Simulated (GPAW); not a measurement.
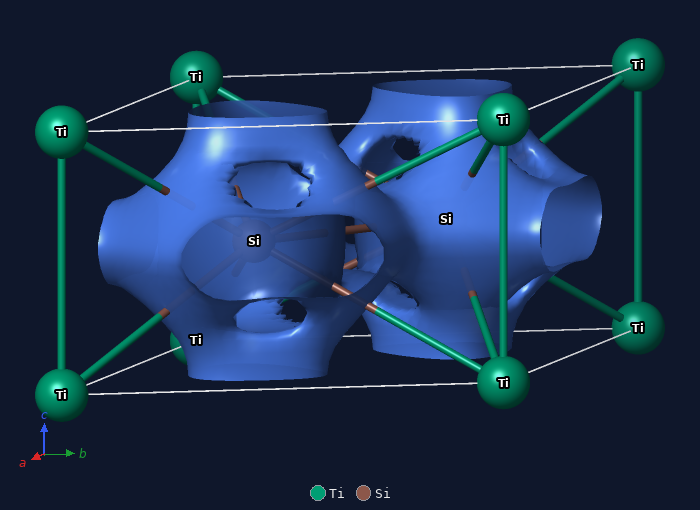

*TiSi2. Isosurface of the ELF at 0.55 (blue), seen slightly off an axis. Core shells and regions of very low density are left out. Sticks mark near contacts.*

Space group P6/mmm; a generated structure, not necessarily the stable one.

All numbers below come from Kohn-Sham DFT of a periodic cell, PBE, GPAW PAW data sets (gpaw-data 1.2.1) in GPAW 26.7.0.

```cif
data_structure
_symmetry_space_group_name_H-M 'P 1'
_symmetry_Int_Tables_number 1
_cell_length_a 4.3746
_cell_length_b 4.3746
_cell_length_c 2.5610
_cell_angle_alpha 90.000
_cell_angle_beta 90.000
_cell_angle_gamma 120.000
_cell_volume 42.45
loop_
_atom_site_label
_atom_site_type_symbol
_atom_site_fract_x
_atom_site_fract_y
_atom_site_fract_z
_atom_site_occupancy
Ti1 Ti 0.00000 0.00000 0.00000 1
Si1 Si 0.33333 0.66667 0.50000 1
Si2 Si 0.66667 0.33333 0.50000 1
```

Describe the localisation domains.

The ELF exceeds this value in one network that runs through the whole crystal, counted in one cell of 3 atoms. Regions shared between cells count once. Profiles from the grid: Si–Si (2.53 Å): the ELF peaks at about 0.65 between the atoms. Ti–Ti (2.56 Å): the ELF is about 0.30 at the midpoint: no localised pair shows between them.
